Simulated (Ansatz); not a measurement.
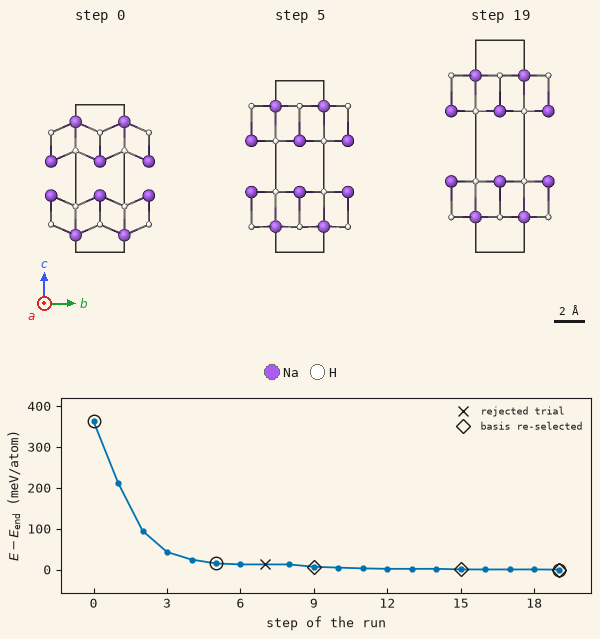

Frames of a relaxation of crystalline NaH (built on the HgF-139 type type), marked on the history of the run. Style: ball-and-stick. Shown: the conventional cell (2 times the calculation's cell), along the a axis. Lengths and directions refer to the drawn axes.

Method: DFT, PBEsol, plane waves, PAW in Ansatz.

Input
```yaml
crystal:
  lattice:
    - [-1.65121774, 1.65121774, 4.98462918]
    - [1.65121774, -1.65121774, 4.98462918]
    - [1.65121774, 1.65121774, -4.98462918]
  atoms:
    - { symbol: Na, position: [0.88451596, 0.88451596, 0.0] }
    - { symbol: Na, position: [0.11548404, 0.11548404, 0.0] }
    - { symbol: H, position: [0.6881518, 0.6881518, 0.0] }
    - { symbol: H, position: [0.3118482, 0.3118482, 0.0] }
kpoints:
  mp_grid: { grid: [10, 10, 10] }
hamiltonian:
  xc: pbesol
scf:
  occupations: { method: fermi_dirac, width: 0.03 }
relax:
  f_tol: 0.01
  cell: {}
  max_steps: 120
output:
  write_density: true
  write_potential: true
  elf: true
  volumetric_format: npy
```

Run as
```bash
ansatz run input.yaml --threads 2 --pin off --max-ram 29491MiB --backend cpu --events-out ev --progress --plain --runs-dir out
```

What happens along the run?

Answer. The largest moves relative to the cell, 0.72 Å, are those of Na1 and Na2. Na2 goes along +c. Largest moves by element: Na 0.72 Å, H 0.33 Å. Cell: a = b 3.302 → 3.283 Å (−0.6 %), c 9.969 → 14.326 Å (+43.7 %). Volume +42.0 %. Some distances before and after: Na1–Na2 2.303 → 4.756 Å, Na1–H3 1.958 → 2.417 Å, Na1–H4 2.445 → 2.321 Å, Na1–Na1 3.302 → 3.283 Å. Bond angles that change, for instance: H3–Na2–H3 145.5° → 179.5°, Na2–H3–Na2 145.5° → 179.5°, Na1–H3–Na2 107.2° → 89.7°. The space group stays I4/mmm (No. 139). Over 15 accepted moves (19 points after the start) the energy falls by 362 meV per atom. The largest force component goes from 1.5 to 0.0027 eV/Å. The pressure goes from 2.83 to 0.00 GPa. The line search rejected the trial step at point 7 of the run. At 3 points the geometry stayed and the basis and grid were re-selected for the new cell (energy shift of 5.8 meV per atom at most each time). Cost: 38 s on 2 threads of AMD EPYC 7R13 Processor (Zen 3), with other jobs on the host, peak memory 0.67 GiB. From step 0 to 5: H atoms move most (0.47 Å), volume +13.5 %, energy −347 meV per atom. From step 5 to 19: H atoms move most (0.25 Å), volume +25.1 %, energy −15.2 meV per atom.

| step | E − E(0), meV/atom | largest force component, eV/Å | pressure, GPa | volume, Å³/atom | note |
| --- | --- | --- | --- | --- | --- |
| 0 | 0.00 | 1.5150 | 2.83 | 13.591 |  |
| 1 | -149.88 | 1.1946 | 2.32 | 13.419 |  |
| 2 | -267.47 | 0.6686 | 2.23 | 13.412 |  |
| 3 | -319.33 | 0.1921 | 1.87 | 13.965 |  |
| 4 | -337.85 | 0.0509 | 1.12 | 14.701 |  |
| 5 | -347.27 | 0.0094 | 0.55 | 15.431 |  |
| 6 | -349.71 | 0.0079 | -0.01 | 16.055 |  |
| 7 | -349.68 | 0.0149 | 0.05 | 16.077 | rejected |
| 8 | -349.73 | 0.0015 | 0.00 | 16.066 |  |
| 9 | -355.51 | 0.0005 | 0.47 | 16.066 | same geometry, new basis |
| 10 | -357.49 | 0.0093 | 0.31 | 16.426 |  |
| 11 | -359.41 | 0.0163 | 0.24 | 16.935 |  |
| 12 | -360.50 | 0.0039 | 0.05 | 17.662 |  |
| 13 | -360.54 | 0.0019 | 0.01 | 18.001 |  |
| 14 | -360.48 | 0.0043 | 0.00 | 18.111 |  |
| 15 | -361.88 | 0.0053 | 0.04 | 18.111 | same geometry, new basis |
| 16 | -362.03 | 0.0056 | 0.05 | 18.409 |  |
| 17 | -362.05 | 0.0035 | 0.04 | 18.958 |  |
| 18 | -361.95 | 0.0028 | 0.00 | 19.297 |  |
| 19 | -362.43 | 0.0027 | 0.00 | 19.297 | same geometry, new basis |
